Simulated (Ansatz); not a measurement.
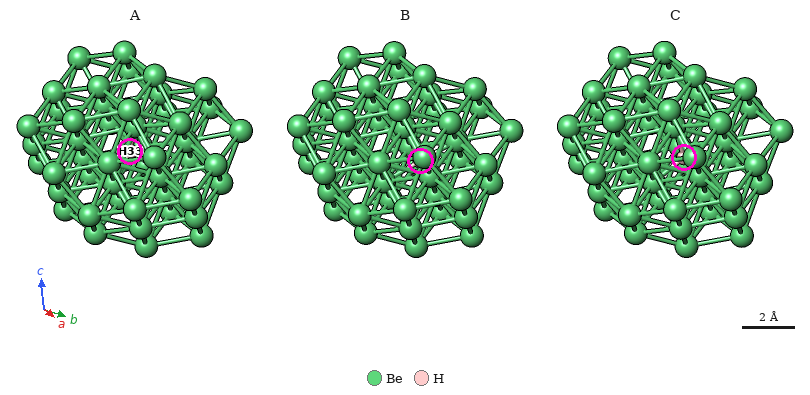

3 geometries from a converged minimum-energy path of a defect cell of composition Be32H (33 atoms in the cell), shuffled. The picture is a ball-and-stick view of the atoms within 4.5 Å of the middle of the path, seen slightly off an axis. The moving atom is ringed, with any periodic copies. Bonds to atoms that aren't drawn are left out.

All numbers below come from DFT PBE, scalar-relativistic, plane waves, PAW in Ansatz. Run with plane-wave cutoff 420 eV; k-point mesh 4 × 4 × 4; Gaussian smearing 0.1 eV; 5 movable images; climbing image.

### Which frame is the top of the path?

A. In order along the path, whose images run from 0 to 6: A (image 3, +0.51 eV), C (image 5, +0.13 eV), B (image 6, 0.00 eV). The H atom travels furthest, 1.78 Å from end to end, along [1 1 0], on a straight line. At the highest image its nearest neighbour (Be) is 1.40 Å away, against 1.63 Å at the start, and the surrounding atoms stand up to 0.06 Å off the mean of their end positions.

Limits of the set-up: the periodic images lie only 7.0 Å apart, so the values are limited by the cell's size.
